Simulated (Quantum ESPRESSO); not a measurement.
**KCl (Fm-3m): a volume series of phonon spectra**

Aim: how the vibrations of KCl shift with volume, and the expansion that follows.

Measurements to reproduce:
- volume expansion coefficient 111.3 1e-6/K and heat capacity C_P per formula unit 51.7 J/mol/K near room temperature (given in “High-Throughput Prediction of Finite-Temperature Properties using the Quasi-Harmonic Approximation”, 2016, arXiv:1603.06924)
- volume expansion coefficient 114.9 1e-6/K near room temperature (given in “Descriptors for thermal expansion in solids”, 2017, arXiv:1701.03966)

Calculated with Quantum ESPRESSO 7.5; DFT PBE+D3(BJ), scalar-relativistic, plane waves, GBRV ultrasoft pseudopotentials.

**1. The structure**

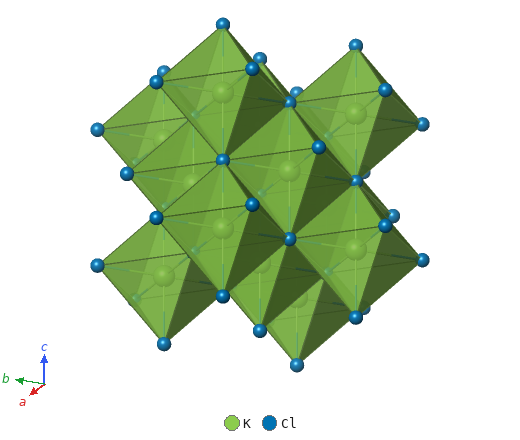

Start, viewed from a free direction; potassium green, chlorine blue. This picture shows the conventional cell, with its axes. Some periodic images of atoms are drawn too.

**2. Probe on a coarse mesh**

Before spending time, one coarse run tells the gap and the pressure of the starting cell.

File probe.in:

```
&CONTROL
  calculation = 'scf'
  prefix      = 'x'
  outdir      = './tmp'
  pseudo_dir  = './pseudo'
  tprnfor     = .true.
  tstress     = .true.
  verbosity   = 'high'
/
&SYSTEM
  ibrav           = 0
  nat             = 2
  ntyp            = 2
  ecutwfc         = 40.0
  ecutrho         = 240.0
  occupations     = 'smearing'
  smearing        = 'gaussian'
  degauss         = 0.01
  vdw_corr        = 'grimme-d3'
  dftd3_version   = 4
  dftd3_threebody = .false.
/
&ELECTRONS
  conv_thr         = 1.0d-07
  mixing_beta      = 0.7
  electron_maxstep = 100
/
ATOMIC_SPECIES
 K      39.0983  K.upf
 Cl     35.4500  Cl.upf
CELL_PARAMETERS angstrom
     0.000000000    3.146470000    3.146470000
     3.146470000    0.000000000    3.146470000
     3.146470000    3.146470000    0.000000000
ATOMIC_POSITIONS crystal
 K      0.000000000   0.000000000   0.000000000
 Cl     0.500000000   0.500000000   0.500000000
K_POINTS automatic
 6 6 6 0 0 0
```

Launch:

```bash
$ OMP_NUM_THREADS=1 mpirun -n 8 pw.x -nk 8 -in probe.in > probe.out
```

Log:

```text
Program PWSCF v.7.5

     This program is part of the open-source Quantum ESPRESSO suite
     for quantum simulation of materials; please cite
         "P. Giannozzi et al., J. Phys.:Condens. Matter 21 395502 (2009);
         "P. Giannozzi et al., J. Phys.:Condens. Matter 29 465901 (2017);
         "P. Giannozzi et al., J. Chem. Phys. 152 154105 (2020);
     in publications or presentations arising from this work. More details at

     Message from routine setup:
     using ibrav=0 with symmetry is DISCOURAGED, use correct ibrav instead

     G-vector sticks info
     --------------------
     sticks:   dense  smooth     PW     G-vecs:    dense   smooth      PW
     Sum        1159     769    241                26469    14331    2421

     Using Slab Decomposition

     bravais-lattice index     =            0
     lattice parameter (alat)  =       8.4089  a.u.
     unit-cell volume          =     420.4336 (a.u.)^3
     number of atoms/cell      =            2
     number of atomic types    =            2
     number of electrons       =        16.00
     number of Kohn-Sham states=           12
     kinetic-energy cutoff     =      40.0000  Ry
     charge density cutoff     =     240.0000  Ry
     scf convergence threshold =      1.0E-07
     mixing beta               =       0.7000
     number of iterations used =            8  plain     mixing
     Exchange-correlation=  SLA  PW   PBX  PBC
                           (   1   4   3   4   0   0   0)

     celldm(1)=   8.408867  celldm(2)=   0.000000  celldm(3)=   0.000000
     celldm(4)=   0.000000  celldm(5)=   0.000000  celldm(6)=   0.000000

     crystal axes: (cart. coord. in units of alat)
               a(1) = (   0.000000   0.707107   0.707107 )
               a(2) = (   0.707107   0.000000   0.707107 )
               a(3) = (   0.707107   0.707107   0.000000 )

     reciprocal axes: (cart. coord. in units 2 pi/alat)
               b(1) = ( -0.707107  0.707107  0.707107 )
               b(2) = (  0.707107 -0.707107  0.707107 )
               b(3) = (  0.707107  0.707107 -0.707107 )

     PseudoPot. # 1 for K  read from file:
     ./pseudo/K.upf
     Pseudo is Ultrasoft + core correction, Zval =  9.0
     Using radial grid of  841 points,  6 beta functions with:
                l(1) =   0
                l(2) =   0
                l(3) =   1
                l(4) =   1
                l(5) =   2
                l(6) =   2
     Q(r) pseudized with  6 coefficients,  rinner =    1.500   1.500   1.500
                                                       1.500   1.500

     PseudoPot. # 2 for Cl read from file:
     ./pseudo/Cl.upf
     Pseudo is Ultrasoft + core correction, Zval =  7.0
     Using radial grid of  909 points,  6 beta functions with:
                l(1) =   0
                l(2) =   0
                l(3) =   1
                l(4) =   1
                l(5) =   2
                l(6) =   2
     Q(r) pseudized with  8 coefficients,  rinner =    1.300   1.300   1.300
                                                       1.300   1.300

     atomic species   valence    mass     pseudopotential
     K                 9.00    39.09830     K ( 1.00)
     Cl                7.00    35.45000     Cl( 1.00)

     48 Sym. Ops., with inversion, found

                                    s                        frac. trans.

      isym =  1     identity

 cryst.   s( 1) = (     1          0          0      )
                  (     0          1          0      )
                  (     0          0          1      )

 cart.    s( 1) = (  1.0000000 -0.0000000  0.0000000 )
                  ( -0.0000000  1.0000000  0.0000000 )
                  ( -0.0000000  0.0000000  1.0000000 )

      isym =  2     180 deg rotation - cart. axis [0,0,1]

 cryst.   s( 2) = (     0          1         -1      )
                  (     1          0         -1      )
                  (     0          0         -1      )

 cart.    s( 2) = ( -1.0000000  0.0000000  0.0000000 )
                  (  0.0000000 -1.0000000  0.0000000 )
                  (  0.0000000 -0.0000000  1.0000000 )

      isym =  3     180 deg rotation - cart. axis [0,1,0]

 cryst.   s( 3) = (     0         -1          1      )
                  (     0         -1          0      )
                  (     1         -1          0      )

 cart.    s( 3) = ( -1.0000000 -0.0000000 -0.0000000 )
                  (  0.0000000  1.0000000 -0.0000000 )
                  (  0.0000000  0.0000000 -1.0000000 )

      isym =  4     180 deg rotation - cart. axis [1,0,0]

 cryst.   s( 4) = (    -1          0          0      )
                  (    -1          0          1      )
                  (    -1          1          0      )

 cart.    s( 4) = (  1.0000000  0.0000000 -0.0000000 )
                  ( -0.0000000 -1.0000000 -0.0000000 )
                  ( -0.0000000 -0.0000000 -1.0000000 )

      isym =  5     180 deg rotation - cart. axis [1,1,0]

 cryst.   s( 5) = (    -1          0          1      )
[...]
cart.    s( 5) = ( -0.0000000  1.0000000 -0.0000000 )
[...]
isym =  6     180 deg rotation - cart. axis [1,-1,0]

 cryst.   s( 6) = (     0         -1          0      )
[...]
cart.    s( 6) = (  0.0000000 -1.0000000 -0.0000000 )
[...]
isym =  7      90 deg rotation - cart. axis [0,0,-1]

 cryst.   s( 7) = (     0          1          0      )
[...]
cart.    s( 7) = (  0.0000000  1.0000000  0.0000000 )
[...]
isym =  8      90 deg rotation - cart. axis [0,0,1]

 cryst.   s( 8) = (     1          0         -1      )
[...]
cart.    s( 8) = ( -0.0000000 -1.0000000  0.0000000 )
[...]
isym =  9     180 deg rotation - cart. axis [1,0,1]

 cryst.   s( 9) = (    -1          1          0      )
[...]
cart.    s( 9) = (  0.0000000  0.0000000  1.0000000 )
[...]
isym = 10     180 deg rotation - cart. axis [-1,0,1]

 cryst.   s(10) = (     0          0         -1      )
[...]
cart.    s(10) = ( -0.0000000  0.0000000 -1.0000000 )
[...]
isym = 11      90 deg rotation - cart. axis [0,1,0]

 cryst.   s(11) = (     0          0          1      )
[...]
cart.    s(11) = ( -0.0000000 -0.0000000  1.0000000 )
[...]
isym = 12      90 deg rotation - cart. axis [0,-1,0]

 cryst.   s(12) = (     1         -1          0      )
[...]
occupation numbers
     1.0000   1.0000   1.0000   1.0000   1.0000   1.0000   1.0000   1.0000
     0.0000   0.0000   0.0000   0.0000

          k = 0.3536 0.1179-0.1179 (  1804 PWs)   bands (ev):

   -26.2967 -11.3028  -9.7805  -9.7785  -9.6403   0.1958   0.6722   0.7195
     7.8409   8.4681  10.6914  10.8223

     occupation numbers
     1.0000   1.0000   1.0000   1.0000   1.0000   1.0000   1.0000   1.0000
     0.0000   0.0000   0.0000   0.0000

          k =-0.2357-0.4714 0.4714 (  1787 PWs)   bands (ev):

   -26.2932 -11.3425  -9.7933  -9.7782  -9.5882   0.0009   0.5248   0.5995
     8.5456   9.2349  11.1713  11.4624

     occupation numbers
     1.0000   1.0000   1.0000   1.0000   1.0000   1.0000   1.0000   1.0000
     0.0000   0.0000   0.0000   0.0000

          k =-0.1179-0.3536 0.3536 (  1800 PWs)   bands (ev):

   -26.2940 -11.3467  -9.8032  -9.7674  -9.5759   0.0230   0.5754   0.5841
     8.4973   9.1771  10.8178  10.9572

     occupation numbers
     1.0000   1.0000   1.0000   1.0000   1.0000   1.0000   1.0000   1.0000
     0.0000   0.0000   0.0000   0.0000

          k = 0.0000-0.2357 0.2357 (  1817 PWs)   bands (ev):

[...]
occupation numbers
[...]
k = 0.4714 0.0000-0.0000 (  1768 PWs)   bands (ev):

[...]
occupation numbers
[...]
k =-0.1179-0.5893 0.5893 (  1785 PWs)   bands (ev):

[...]
occupation numbers
[...]
k =-0.0000-0.4714 0.4714 (  1790 PWs)   bands (ev):

[...]
occupation numbers
[...]
k =-0.7071 0.0000 0.0000 (  1772 PWs)   bands (ev):

   -26.2909 -11.1193  -9.8988  -9.8125  -9.8125   0.2433   0.6761   0.6761
     7.4318   9.2391  10.9672  11.1019

     occupation numbers
     1.0000   1.0000   1.0000   1.0000   1.0000   1.0000   1.0000   1.0000
     0.0000   0.0000   0.0000   0.0000

          k =-0.2357-0.4714 0.7071 (  1806 PWs)   bands (ev):

   -26.2933 -11.2807  -9.8186  -9.7926  -9.6493   0.1463   0.5841   0.5984
     8.4164   8.7259  10.7929  11.5530

     occupation numbers
     1.0000   1.0000   1.0000   1.0000   1.0000   1.0000   1.0000   1.0000
     0.0000   0.0000   0.0000   0.0000

          k =-0.1179-0.3536 0.5893 (  1792 PWs)   bands (ev):

   -26.2916 -11.2680  -9.8339  -9.8154  -9.6430   0.1881   0.4618   0.5451
     8.8489   9.0897  10.6242  10.9075

     occupation numbers
     1.0000   1.0000   1.0000   1.0000   1.0000   1.0000   1.0000   1.0000
     0.0000   0.0000   0.0000   0.0000

          k =-0.7071 0.2357 0.0000 (  1786 PWs)   bands (ev):

   -26.2908 -11.1928  -9.8770  -9.8341  -9.7032   0.3287   0.4767   0.5416
     8.1532   9.8201   9.9655  11.0548

     occupation numbers
     1.0000   1.0000   1.0000   1.0000   1.0000   1.0000   1.0000   1.0000
     0.0000   0.0000   0.0000   0.0000

     the Fermi energy is     2.7689 ev

!    total energy              =     -90.59725547 Ry
     estimated scf accuracy    <          1.0E-08 Ry
     smearing contrib. (-TS)   =      -0.00000000 Ry
     internal energy E=F+TS    =     -90.59725547 Ry

     The total energy is F=E-TS. E is the sum of the following terms:
     one-electron contribution =     -30.29109504 Ry
     hartree contribution      =      19.99063447 Ry
     xc contribution           =     -18.60140075 Ry
     ewald contribution        =     -61.66688006 Ry
     DFT-D3 Dispersion         =      -0.02851409 Ry

     convergence has been achieved in   7 iterations

     negative rho (up, down):  1.455E-02 0.000E+00

     Forces acting on atoms (cartesian axes, Ry/au):

     atom    1 type  1   force =    -0.00000000   -0.00000000    0.00000000
     atom    2 type  2   force =    -0.00000000   -0.00000000    0.00000000
     The non-local contrib.  to forces
     atom    1 type  1   force =     0.00000000    0.00000000    0.00000000
     atom    2 type  2   force =    -0.00000000    0.00000000   -0.00000000
     The ionic contribution  to forces
     atom    1 type  1   force =     0.00000000    0.00000000    0.00000000
     atom    2 type  2   force =     0.00000000   -0.00000000    0.00000000
     The local contribution  to forces
     atom    1 type  1   force =     0.00000000    0.00000000    0.00000000
     atom    2 type  2   force =    -0.00000000   -0.00000000   -0.00000000
     The core correction contribution to forces
     atom    1 type  1   force =     0.00000000    0.00000000    0.00000000
     atom    2 type  2   force =    -0.00000000    0.00000000   -0.00000000
     The Hubbard contrib.    to forces
     atom    1 type  1   force =     0.00000000    0.00000000    0.00000000
     atom    2 type  2   force =     0.00000000    0.00000000    0.00000000
     The SCF correction term to forces
     atom    1 type  1   force =     0.00000000   -0.00000000   -0.00000000
     atom    2 type  2   force =     0.00000000   -0.00000000   -0.00000000

     DFT-D3 dispersion contribution to forces:
     atom    1 type  1   force =     0.00000000    0.00000000    0.00000000
     atom    2 type  2   force =    -0.00000000   -0.00000000   -0.00000000

     Total force =     0.000000     Total SCF correction =     0.000000

     DFT-D3 dispersion Force =     0.000000

     Computing stress (Cartesian axis) and pressure

     negative rho (up, down):  1.455E-02 0.000E+00
          total   stress  (Ry/bohr**3)                   (kbar)     P=       -8.96
  -0.00006093   0.00000000  -0.00000000           -8.96        0.00       -0.00
   0.00000000  -0.00006093  -0.00000000            0.00       -8.96       -0.00
  -0.00000000  -0.00000000  -0.00006093           -0.00       -0.00       -8.96

     kinetic stress (kbar)   6949.09     -0.00     -0.00
                                0.00   6949.09      0.00
                               -0.00      0.00   6949.09

     local   stress (kbar)  -5097.04     -0.00      0.00
                               -0.00  -5097.04      0.00
                                0.00      0.00  -5097.04

     nonloc. stress (kbar)   4816.59     -0.00      0.00
                               -0.00   4816.59      0.00
                                0.00      0.00   4816.59

     hartree stress (kbar)   2331.50     -0.00      0.00
                               -0.00   2331.50      0.00
                                0.00      0.00   2331.50

     exc-cor stress (kbar)   -346.87      0.00     -0.00
                                0.00   -346.87     -0.00
                               -0.00     -0.00   -346.87

     corecor stress (kbar)  -1460.02      0.00     -0.00
                                0.00  -1460.02     -0.00
                               -0.00     -0.00  -1460.02

     ewald   stress (kbar)  -7192.19      0.00      0.00
                                0.00  -7192.19      0.00
                                0.00      0.00  -7192.19

     hubbard stress (kbar)      0.00      0.00      0.00
                                0.00      0.00      0.00
                                0.00      0.00      0.00

     DFT-D   stress (kbar)    -10.03      0.00     -0.00
[...]
XDM     stress (kbar)      0.00      0.00      0.00
[...]
dft-nl  stress (kbar)      0.00      0.00      0.00
                                0.00      0.00      0.00
                                0.00      0.00      0.00

     TS-vdW  stress (kbar)      0.00      0.00      0.00
                                0.00      0.00      0.00
                                0.00      0.00      0.00

     MDB     stress (kbar)      0.00      0.00      0.00
                                0.00      0.00      0.00
                                0.00      0.00      0.00

     3D-RISM stress (kbar)      0.00      0.00      0.00
                                0.00      0.00      0.00
                                0.00      0.00      0.00

     Writing all to output data dir ./tmp/x.save/ :
     XML data file, charge density, pseudopotentials, collected wavefunctions

   JOB DONE.
```

Run time: 4 s. Hardware: 8 MPI ranks of Intel Xeon Platinum 8259CL at 2.50GHz (Skylake/Cascade Lake), shared host.

Numbers from this step:

| Quantity | Value |
| --- | --- |
| volume per atom | 31.15 Å³ |
| pressure | -0.8960 GPa |
| gap on the k-mesh | 5.188 eV |

The start is under -0.90 GPa at this level and looks like an insulator or semiconductor on this mesh.

[end of part 1 of 8]

[Logs are printed without paths, hosts, clocks, repeated set-up lines and the standing remarks that a program may print on its own settings, such as how far it seeks lower states.]

[Hosts, paths, dates, database ids (printed as entryN), source tags and the programs' standing remarks are cut or masked in the printed files.]

[A step with changed settings may run another functional than the one named; its input shows which.]

[Of the runs on displaced cells, only some may be shown.]
